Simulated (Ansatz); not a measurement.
System: NbH2.

The calculation's input:

```
crystal:
  lattice:
    - [-0.0880254076, 2.1537082316, 2.1537082316]
    - [2.1537082316, -0.0880254076, 2.1537082316]
    - [2.1537082316, 2.1537082316, -0.0880254076]
  atoms:
    - { symbol: Nb, position: [0.0, 0.0, 0.0] }
    - { symbol: H, position: [0.25, 0.25, 0.25] }
    - { symbol: H, position: [0.75, 0.75, 0.75] }
basis:
  ecutwfc: 520.0
kpoints:
  mp_grid: { grid: [16, 16, 16] }
hamiltonian:
  xc: pbesol
  pseudopotentials: { kind: paw }
scf:
  occupations: { method: gaussian, width: 0.15 }
output:
  forces: true
  stress: true
  eigenvalues: true
  write_density: true
  write_potential: true
  elf: true
  volumetric_format: npy
```

Command:

```sh
ansatz run input.yaml --threads 1 --pin off --max-ram 2048MiB --backend cpu --events-out ev --progress --plain --runs-dir out
```

Below, planes, directions and counts refer to the conventional cell (a = 3.17 Å, b = 3.17 Å, c = 7.31 Å, α = 90.00°, β = 90.00°, γ = 120.00°).

Space group R-3m; not relaxed (largest force 0.6 eV/Å); computed pressure about 20 GPa in this cell; computed without spin polarisation.

Level of theory: Ansatz 0.2.0, DFT PBEsol, scalar-relativistic, plane waves, PAW.

Q: What can the converged valence pseudo-density and electron localisation function tell about the bonding?

A: Nb–H (1.83 Å): ρ at the midpoint is about 0.98 e/Å³; the ELF climbs to about 1 towards the hydrogen.

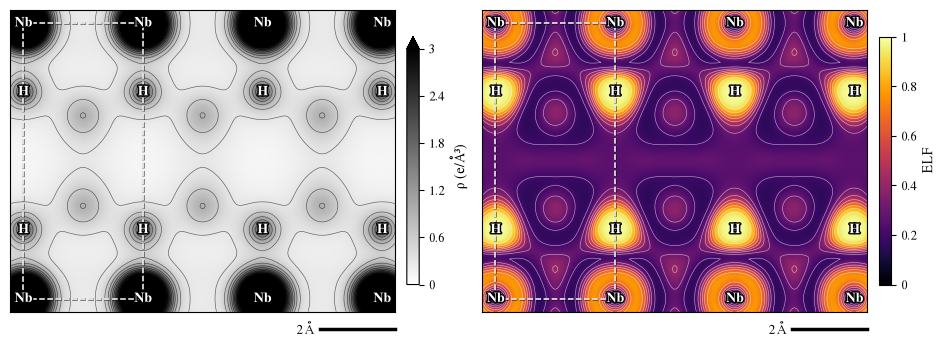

Computed valence pseudo-density and electron localisation function on the (100) plane of the conventional cell, in this order. Atoms just off the plane (Nb, 0.9 Å away) can leave unmarked features too.

In a PAW calculation such maps are meaningful between the atoms, not at the nuclei.
